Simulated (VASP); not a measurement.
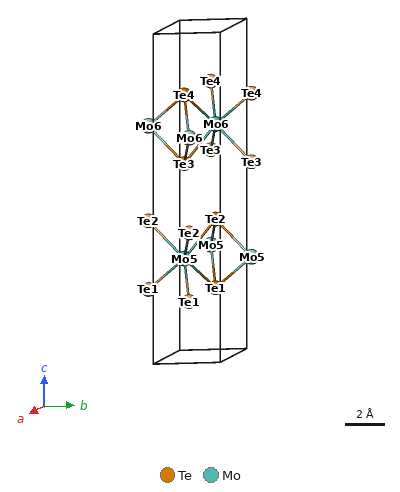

Figure 1. The input geometry (ball-and-stick view of the cell of the calculation, with the vacuum cut short, seen slightly off an axis; neighbours outside the cell are drawn fainter; atoms are numbered from 1 in the order of the input).

# Run report: MoTe2, band-structure run (part 1 of 3)

System: MoTe2 (slab, 6 atoms in the cell).
Method: Kohn-Sham DFT of a periodic cell, PBE with D3(BJ), spin-orbit coupling, VASP PAW PBE potentials, recommended, no spin polarisation (VASP 6.6.1).

The structure derives from an entry of the Crystallography Open Database.

### INCAR
```
SYSTEM = Te2Mo
PREC = Accurate ; ENCUT = 520
EDIFF = 1E-6 ; ISMEAR = 0
SIGMA = 0.03 ; LREAL = .FALSE.
LASPH = .TRUE. ; NELM = 80
ALGO = Normal ; ISIF = 2
LWAVE = .FALSE. ; LCHARG = .FALSE.
MAGMOM = 0 0 0 0 0 0 0 0 0 0 0 0 0 0 0 0 0 0 ; LORBIT = 11
LSORBIT = .TRUE. ; GGA_COMPAT = .FALSE.
LMAXMIX = 4 ; LDIPOL = .TRUE.
IDIPOL = 3 ; DIPOL = 0.5 0.5 0.500
GGA = PE ; IVDW = 12
NBANDS = 70 ; LVHAR = .TRUE.
LVACPOTAV = .TRUE. ; KPAR = 4
```

### KPOINTS
```
regular mesh
0
G
  12 12 1
  0 0 0
```

### KPOINTS_OPT
```
explicit points
67
Reciprocal
 0.0000000000  0.0000000000  0.0000000000 1
 0.0357142900  0.0000000000  0.0000000000 1
 0.0714285700  0.0000000000  0.0000000000 1
 0.1071428600  0.0000000000  0.0000000000 1
 0.1428571400  0.0000000000  0.0000000000 1
 0.1785714300  0.0000000000  0.0000000000 1
 0.2142857100  0.0000000000  0.0000000000 1
 0.2500000000  0.0000000000  0.0000000000 1
 0.2857142900  0.0000000000  0.0000000000 1
 0.3214285700  0.0000000000  0.0000000000 1
 0.3571428600  0.0000000000  0.0000000000 1
 0.3928571400  0.0000000000  0.0000000000 1
 0.4285714300  0.0000000000  0.0000000000 1
 0.4642857100  0.0000000000  0.0000000000 1
 0.5000000000  0.0000000000  0.0000000000 1
 0.4791666700  0.0416666700  0.0000000000 1
 0.4583333300  0.0833333300  0.0000000000 1
 0.4375000000  0.1250000000  0.0000000000 1
 0.4166666700  0.1666666700  0.0000000000 1
 0.3958333300  0.2083333300  0.0000000000 1
 0.3750000000  0.2500000000  0.0000000000 1
 0.3541666700  0.2916666700  0.0000000000 1
 0.3333333300  0.3333333300  0.0000000000 1
 0.3137254900  0.3137254900  0.0000000000 1
 0.2941176500  0.2941176500  0.0000000000 1
 0.2745098000  0.2745098000  0.0000000000 1
 0.2549019600  0.2549019600  0.0000000000 1
 0.2352941200  0.2352941200  0.0000000000 1
 0.2156862700  0.2156862700  0.0000000000 1
 0.1960784300  0.1960784300  0.0000000000 1
 0.1764705900  0.1764705900  0.0000000000 1
 0.1568627500  0.1568627500  0.0000000000 1
 0.1372549000  0.1372549000  0.0000000000 1
 0.1176470600  0.1176470600  0.0000000000 1
 0.0980392200  0.0980392200  0.0000000000 1
 0.0784313700  0.0784313700  0.0000000000 1
 0.0588235300  0.0588235300  0.0000000000 1
 0.0392156900  0.0392156900  0.0000000000 1
 0.0196078400  0.0196078400  0.0000000000 1
 0.0000000000  0.0000000000  0.0000000000 1
 0.0000000000  0.0000000000  0.0000000000 1
 0.0067192700 -0.0033596300  0.0000000000 1
-0.0067192700  0.0033596300  0.0000000000 1
 0.0195978600 -0.0097989300  0.0000000000 1
-0.0195978600  0.0097989300  0.0000000000 1
 0.0000000000  0.0058190600  0.0000000000 1
-0.0000000000 -0.0058190600  0.0000000000 1
 0.0000000000  0.0169722500  0.0000000000 1
-0.0000000000 -0.0169722500  0.0000000000 1
 0.5000000000  0.0000000000  0.0000000000 1
 0.5067192700 -0.0033596300  0.0000000000 1
 0.4932807300  0.0033596300  0.0000000000 1
 0.5195978600 -0.0097989300  0.0000000000 1
 0.4804021400  0.0097989300  0.0000000000 1
 0.5000000000  0.0058190600  0.0000000000 1
 0.5000000000 -0.0058190600  0.0000000000 1
 0.5000000000  0.0169722500  0.0000000000 1
 0.5000000000 -0.0169722500  0.0000000000 1
 0.3333333300  0.3333333300  0.0000000000 1
 0.3400526000  0.3299737000  0.0000000000 1
 0.3266140600  0.3366929600  0.0000000000 1
 0.3529311900  0.3235344000  0.0000000000 1
 0.3137354700  0.3431322600  0.0000000000 1
 0.3333333300  0.3391523900  0.0000000000 1
 0.3333333300  0.3275142700  0.0000000000 1
 0.3333333300  0.3503055800  0.0000000000 1
 0.3333333300  0.3163610800  0.0000000000 1
```

### POSCAR
```
Te2Mo                                   
1.0
    3.4990608862      0.0000000000      0.0000000000
   -1.7495304430      3.0302756211      0.0000000000
    0.0000000000      0.0000000000     28.5919888000
  Te              Mo            
     4     2
Direct
     0.3333333300000021    0.6666666699999979    0.3164830353886017
     0.3333333300000021    0.6666666699999979    0.4437157550417347
     0.6666666699999979    0.3333333300000021    0.5562842449582652
     0.6666666699999979    0.3333333300000021    0.6835169646113982
     0.6666666699999979    0.3333333300000021    0.3800671424177091
     0.3333333300000021    0.6666666699999979    0.6199328575822909
```

Hardware: 4 threads of Intel Xeon (Sapphire Rapids), 256 GiB of memory available, shared host.

Launched with:
```bash
cat potpaw_PBE.64/Te/POTCAR potpaw_PBE.64/Mo_sv/POTCAR > POTCAR
mpirun -np 4 vasp_ncl > vasp.out
```

### OSZICAR
```
N       E                     dE             d eps       ncg     rms          rms(c)
DAV:   1     0.398878476565E+03    0.39888E+03   -0.25276E+04  3228   0.121E+03
DAV:   2    -0.760826423917E+01   -0.40649E+03   -0.39224E+03  3336   0.280E+02
DAV:   3    -0.366261746759E+02   -0.29018E+02   -0.28190E+02  3264   0.651E+01
DAV:   4    -0.378207522896E+02   -0.11946E+01   -0.11801E+01  3466   0.125E+01
DAV:   5    -0.378564091177E+02   -0.35657E-01   -0.35588E-01  3418   0.238E+00    0.226E+01
DAV:   6    -0.370620235650E+02    0.79439E+00   -0.51175E+00  2892   0.129E+01    0.948E+00
DAV:   7    -0.369768183042E+02    0.85205E-01   -0.35203E+00  2864   0.103E+01    0.685E+00
DAV:   8    -0.365701737297E+02    0.40664E+00   -0.78486E-01  2834   0.547E+00    0.321E+00
DAV:   9    -0.365697160936E+02    0.45764E-03   -0.12706E-01  3164   0.147E+00    0.113E+00
DAV:  10    -0.365673275589E+02    0.23885E-02   -0.48642E-03  3494   0.347E-01    0.717E-01
[... 46 further cycles ...]
DAV:  10    -0.139295591929E+05   -0.14048E-06     2250
       N       E                     dE             ncg
DAV:   1     0.106831213573E+05   -0.22525E+05     1720
DAV:   2     0.674289800189E+04   -0.39402E+04     1826
DAV:   3     0.649150950605E+04   -0.25139E+03     1688
DAV:   4     0.648117521109E+04   -0.10334E+02     1816
DAV:   5     0.648087783260E+04   -0.29738E+00     1754
DAV:   6     0.648087170697E+04   -0.61256E-02     1762
DAV:   7     0.648087145178E+04   -0.25520E-03     1780
DAV:   8     0.648087143923E+04   -0.12541E-04     1514
DAV:   9     0.648087143889E+04   -0.34548E-06     1166
```

### Parts of OUTCAR
```
SYSTEM = Te2Mo
   PREC = Accurate
   ENCUT = 520
   EDIFF = 1E-6
   ISMEAR = 0
   LREAL = .FALSE.
   LASPH = .TRUE.
   NELM = 80
   ISIF = 2
   LORBIT = 11
   LSORBIT = .TRUE.
   GGA = PE
   IVDW = 12
 IVDW          = 12
 VDW_S6        =  1.00000000  s6, scaling of the dipole-dipole dispersion
 VDW_S8        =  0.78750002  s8, scaling of the dipole-quadrupole dispersion
 VDW_A1        =  0.42890000  a1, scaling of the critical radii
 VDW_A2        =  4.44070005  a2, offset of the critical radii
 VDW_RADIUS    = 50.20216178  two-body interaction cutoff (in Angstroms)
 VDW_CNRADIUS  = 21.16708996  CN, coordination number cutoff (in Angstroms)

 ion  position               nearest neighbor table
   1  0.333  0.667  0.316-   5 2.72   5 2.72   5 2.72   2 3.64
   2  0.333  0.667  0.444-   5 2.72   5 2.72   5 2.72   1 3.64
   3  0.667  0.333  0.556-   6 2.72   6 2.72   6 2.72   4 3.64
   4  0.667  0.333  0.684-   6 2.72   6 2.72   6 2.72   3 3.64
   5  0.667  0.333  0.380-   1 2.72   1 2.72   1 2.72   2 2.72   2 2.72   2 2.72
   6  0.333  0.667  0.620-   4 2.72   4 2.72   4 2.72   3 2.72   3 2.72   3 2.72

  LATTYP: Found a hexagonal cell.
 ALAT       =     3.4990608862
 C/A-ratio  =     8.1713321745

  Lattice vectors:

 A1 = (   3.4990608862,   0.0000000000,   0.0000000000)
 A2 = (  -1.7495304430,   3.0302756211,   0.0000000000)
 A3 = (   0.0000000000,   0.0000000000,  28.5919888000)

Analysis of symmetry for initial positions (statically):
=====================================================================
 Subroutine PRICEL returns:
 Original cell was already a primitive cell.

 Routine SETGRP: Setting up the symmetry group for a
 hexagonal supercell.

 Subroutine GETGRP returns: Found 12 space group operations
 (whereof 12 operations were pure point group operations)
 out of a pool of 24 trial point group operations.

The static configuration has the point symmetry D_3d.

Analysis of symmetry for dynamics (positions and initial velocities):
=====================================================================
 Subroutine PRICEL returns:
 Original cell was already a primitive cell.

 Routine SETGRP: Setting up the symmetry group for a
 hexagonal supercell.

 Subroutine GETGRP returns: Found 12 space group operations
 (whereof 12 operations were pure point group operations)
 out of a pool of 24 trial point group operations.

The dynamic configuration has the point symmetry D_3d.

Analysis of structural, dynamic, and magnetic symmetry:
=====================================================================
 Subroutine PRICEL returns:
 Original cell was already a primitive cell.

 Routine SETGRP: Setting up the symmetry group for a
 hexagonal supercell.

 Subroutine GETGRP returns: Found 12 space group operations
 (whereof 12 operations were pure point group operations)
 out of a pool of 24 trial point group operations.

The overall configuration has the point symmetry D_3d.

 Subroutine INISYM returns: Found 12 space group operations
 (whereof 12 operations are pure point group operations),
 and found     1 'primitive' translations

----------------------------------------------------------------------------------------

                                     Primitive cell

  volume of cell :     303.1643

  direct lattice vectors                    reciprocal lattice vectors
     3.499060886  0.000000000  0.000000000     0.285790969  0.165001492  0.000000000
    -1.749530443  3.030275621  0.000000000     0.000000000  0.330002985  0.000000000
     0.000000000  0.000000000 28.591988800     0.000000000  0.000000000  0.034974832

  length of vectors
     3.499060886  3.499060890 28.591988800     0.330002985  0.330002985  0.034974832

  position of ions in fractional coordinates (direct lattice)
     0.333333330  0.666666670  0.316483035
     0.333333330  0.666666670  0.443715755
     0.666666670  0.333333330  0.556284245
     0.666666670  0.333333330  0.683516965
     0.666666670  0.333333330  0.380067142
     0.333333330  0.666666670  0.619932858

  ion indices of the primitive-cell ions
   primitive index   ion index
                 1           1
                 2           2
                 3           3
                 4           4
                 5           5
                 6           6

----------------------------------------------------------------------------------------

 KPOINTS: regular mesh

Automatic generation of k-mesh.
 Grid dimensions read from file:
 generate k-points for:   12   12    1

 Generating k-lattice:

  Cartesian coordinates                     Fractional coordinates (reciprocal lattice)
     0.023815914  0.013750124  0.000000000     0.083333333  0.000000000  0.000000000
     0.000000000  0.027500249  0.000000000     0.000000000  0.083333333  0.000000000
     0.000000000  0.000000000  0.034974832     0.000000000  0.000000000  1.000000000

  Length of vectors
     0.027500249  0.027500249  0.034974832

  Shift w.r.t. Gamma in fractional coordinates (k-lattice)
     0.000000000  0.000000000  0.000000000

 Subroutine IBZKPT returns following result:
 ===========================================

 Found     19 irreducible k-points:

 Following reciprocal coordinates:
            Coordinates               Weight
  0.000000  0.000000  0.000000      1.000000
  0.083333 -0.000000  0.000000      6.000000
  0.166667 -0.000000  0.000000      6.000000
  0.250000 -0.000000  0.000000      6.000000
  0.333333 -0.000000  0.000000      6.000000
  0.416667 -0.000000  0.000000      6.000000
  0.500000 -0.000000  0.000000      3.000000
  0.083333  0.083333  0.000000      6.000000
  0.166667  0.083333  0.000000     12.000000
  0.250000  0.083333  0.000000     12.000000
  0.333333  0.083333  0.000000     12.000000
  0.416667  0.083333  0.000000     12.000000
  0.166667  0.166667  0.000000      6.000000
  0.250000  0.166667  0.000000     12.000000
  0.333333  0.166667  0.000000     12.000000
  0.416667  0.166667  0.000000      6.000000
  0.250000  0.250000  0.000000      6.000000
  0.333333  0.250000  0.000000     12.000000
  0.333333  0.333333  0.000000      2.000000
   k-points           NKPTS =     19   k-points in BZ     NKDIM =     19   number of bands    NBANDS=     70
   number of dos      NEDOS =    301   number of ions     NIONS =      6
   total plane-waves  NPLWV = 169344
   dimension x,y,z NGX =    28 NGY =   28 NGZ =  216
   dimension x,y,z NGXF=    56 NGYF=   56 NGZF=  432
   ions per type =               4   2
   NGX,Y,Z   is equivalent  to a cutoff of  13.30, 13.30, 12.56 a.u.
   NGXF,Y,Z  is equivalent  to a cutoff of  26.61, 26.61, 25.12 a.u.
 SYSTEM =  Te2Mo
   PREC   = accura    normal or accurate (medium, high low for compatibility)
   ISTART =      0    job   : 0-new  1-cont  2-samecut
   ICHARG =      2    charge: 1-file 2-atom 10-const
   ISPIN  =      1    spin polarized calculation?
   LNONCOLLINEAR =      T non collinear calculations
   LSORBIT =      T    spin-orbit coupling
   LASPH  =      T    aspherical Exc in radial PAW
   ENCUT  =  520.0 eV  38.22 Ry    6.18 a.u.   6.51  6.51 53.16*2*pi/ulx,y,z
   NELM   =     80;   NELMIN=  2; NELMDL= -5     # of ELM steps
   EDIFF  = 0.1E-05   stopping-criterion for ELM
   LREAL  =      F    real-space projection
   EDIFFG = 0.1E-04   stopping-criterion for IOM
   NSW    =      0    number of steps for IOM
   IBRION =     -1    ionic relax: 0-MD 1-quasi-New 2-CG
   NFREE  =      0    steps in history (QN), initial steepest desc. (CG)
   ISIF   =      2    stress and relaxation
   ISYM   =      2    0-nonsym 1-usesym 2-fastsym
   POTIM  = 0.5000    time-step for ionic-motion
   TEBEG  =    0.0;   TEEND  =   0.0 temperature during run
   PSTRESS=    0.0 pullay stress
   NELECT =      52.0000    total number of electrons
   NUPDOWN=      -1.0000    fix difference up-down
   EMIN   =  10.00;   EMAX   =-10.00  energy-range for DOS
   EFERMI =   0.00;   METHOD = LEGACY
   ISMEAR =     0;   SIGMA  =   0.03  broadening in eV -4-tet -1-fermi 0-gaus
   EFERMI_NEDOS =   21; number of points for ismear=-14 and -15
   IALGO  =     38    algorithm
   IMIX   =      4    mixing-type and parameters
     AMIX     =   0.40;   BMIX     =  1.00
     AMIX_MAG =   1.60;   BMIX_MAG =  1.00
  volume/ion in A,a.u.               =      50.53       340.98
  Fermi-wavevector in a.u.,A,eV,Ry     =   0.909599  1.718893 11.257055  0.827370
  Thomas-Fermi vector in A             =   2.033662
   LORBIT       =     11    0 simple, 1 ext, 2 COOP (PROOUT), +10 PAW based schemes
   GGA     = PE    functional components
   LHFCALC =     F    Hartree Fock is set to
   AEXX    =    0.0000 exact exchange contribution
```
